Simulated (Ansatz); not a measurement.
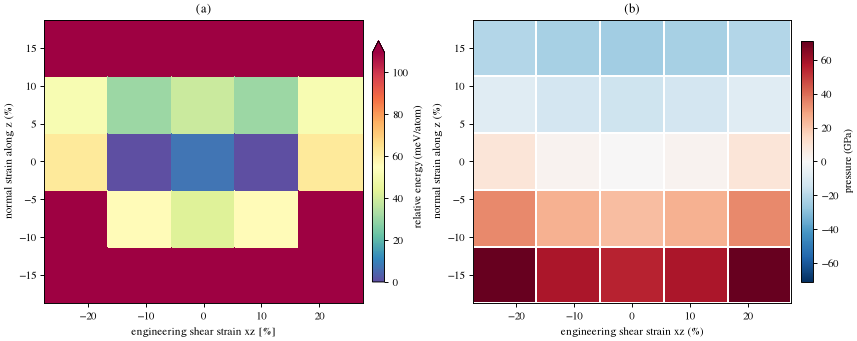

Mo (Fm-3m, No. 225; 1 atom in the cell). The energy is mapped over two homogeneous strains (x, y and z along the cube axes). Coordinates scanned: (1) engineering shear strain xz; (2) normal strain along z. Nothing is relaxed (symmetry fixes all fractional coordinates). The scan uses a 5 × 5 grid; 15 points were computed and 10 follow by symmetry. Points are written as (first, second). Energies are in meV/atom, from the lowest grid point. Theory: Ansatz, DFT PBE, scalar-relativistic, plane waves, PAW. Settings: cutoff 420 eV, k-mesh 20×20×20, gaussian smearing 0.15 eV, no spin polarisation.

Panel (a) is the energy; panel (b) is the computed pressure, in GPa.

Drawn: one coloured cell a grid point, one colour for all values above the top of the scale.

How does the pressure vary over the map, and what is it at the lowest grid point?

It runs from −25 GPa at (0 %, 15.0 %) to 71 GPa at (−22 %, −15.0 %). At the lowest grid point, (−11 %, 0.0 %), it is 3 GPa.

```tsv
normal strain along z ↓, engineering shear strain xz →	−22	−11	0	11	22
15.0	−21	−24	−25	−24	−21
7.5	−9	−13	−15	−13	−9
0.0	9	3	0	3	9
−7.5	34	25	22	25	34
−15.0	71	58	55	58	71
```
